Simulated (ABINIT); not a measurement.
# SrO (Fm-3m): refractive index against wavelength

The refractive index of SrO (Fm-3m) below the direct gap (3.39 eV on the mesh) is read from one computed spectrum, n = √(Re ε).

Cell: a, b, c = 3.629, 3.629, 3.629 Å (primitive vectors), 2 atoms.

Method: ABINIT 10.8.3, PBE, independent particles, k-mesh 12×12×12, Lorentzian half width 0.05 eV.

Launch of the response step: `optic optic.abi`. The run took 50 s, its band step included, on 4 threads of Intel(R) Xeon(R) Platinum 8375C CPU @ 2.90GHz (Ice Lake) (shared host).

```
wavelength (nm)  photon energy E (eV)       n
           1550                 0.800  1.9820
           1310                 0.946  1.9856
           1064                 1.165  1.9922
            850                 1.459  2.0037
            700                 1.771  2.0198
            633                 1.959       ?
            532                 2.331  2.0622
```

In the single-oscillator model n² − 1 = E₀E_d/(E₀² − E²), so 1/(n² − 1) = E₀/E_d − E²/(E₀E_d) is linear in E².

Working, on the rows shown:

| x = E² (eV²) | y = 1/(n² − 1) |
| --- | --- |
| 0.639837 | 0.341492 |
| 0.895757 | 0.339835 |
| 1.35784 | 0.33683 |
| 2.12762 | 0.331695 |
| 3.13716 | 0.324718 |
| 5.43137 | 0.30744 |

Means: x̄ = 2.2649, ȳ = 0.33034. Σ(x − x̄)(y − ȳ) = -0.1146, Σ(x − x̄)² = 16.14. Slope = -0.1146 / 16.14 = -0.007099; intercept = ȳ − slope · x̄ = 0.34641. Turned back into n, the line misses the rows shown by at most 0.0014.

Q: Predict the last column of the withheld row from the fit.

A: At x = 3.8364 the line gives y = 0.31918, that is 2.0330. The run gave 2.0318, so the interpolation is off by 0.0012, 1.5 % of the range in the table.

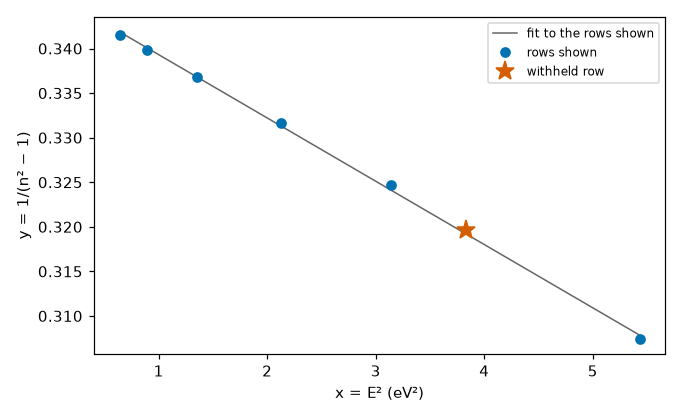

Refitted with all rows, the slope is -0.007063 and the intercept 0.34639. These give E₀ = √(intercept/−slope) = 7.00 eV and E_d = E₀/intercept = 20.2 eV; E₀ is 2.1 times the direct gap. The electronic limit at long wavelengths, without lattice vibrations, is n = √(1 + 1/intercept) = 1.972. The cell comes from an older database entry, whose edges can be off by a per cent or so. Excitons are left out and so are local fields; PBE gaps are as a rule too small. The values come from a sum over the points of one k-mesh and carry its error, which grows as the direct gap shrinks. Spin-orbit coupling is left out.

[Logs are printed without paths, hosts, clocks, repeated set-up lines and the standing remarks that a program may print on its own settings, such as how far it seeks lower states.]
